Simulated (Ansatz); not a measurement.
```yaml
crystal:
  lattice:
    - [-2.92602, 2.92602, 0.00000]
    - [2.92602, 0.00000, 2.92602]
    - [11.70409, 11.70409, -11.70409]
  atoms:
    - { symbol: Nb, position: [0.33333, 0.66667, 0.66667] }
    - { symbol: Nb, position: [0.66667, 0.33333, 0.33333] }
    - { symbol: Nb, position: [0.00000, 0.00000, 0.00000] }
    - { symbol: As, position: [0.66667, 0.33333, 0.70833] }
    - { symbol: As, position: [0.00000, 0.00000, 0.37500] }
    - { symbol: As, position: [0.33333, 0.66667, 0.04167] }
    - { symbol: Nb, position: [0.66667, 0.33333, 0.83333] }
    - { symbol: Nb, position: [0.00000, 0.00000, 0.50000] }
    - { symbol: Nb, position: [0.33333, 0.66667, 0.16667] }
    - { symbol: As, position: [0.00000, 0.00000, 0.87500] }
    - { symbol: As, position: [0.33333, 0.66667, 0.54167] }
    - { symbol: As, position: [0.66667, 0.33333, 0.20833] }
```

Space group F-43m; started from the zinc blende prototype, which need not be the ambient phase; spin-polarised.

All numbers below come from Ansatz, DFT r2SCAN, scalar-relativistic, plane waves, PAW.

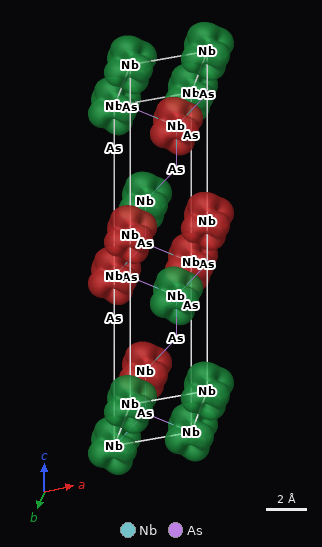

NbAs. Isosurfaces of the spin density (up minus down) at +0.03 (green) and −0.03 e/Å³ (red), seen at an oblique angle. Sticks mark near contacts.

Core electrons are frozen (PAW), and the valence fields are smoothed inside the atomic spheres.

Question: Which atoms carry the moments, and with what signs?

Answer: The spin density sits on Nb: +0.7 μB (×3) and −0.7 μB (×3) in one cell of 12 atoms: antiferromagnetic in this solution, which needn't be the ground state, with some nearest magnetic neighbours parallel and some opposed. The cell of the calculation (4 atoms) carries 0.0 μB of net spin moment.
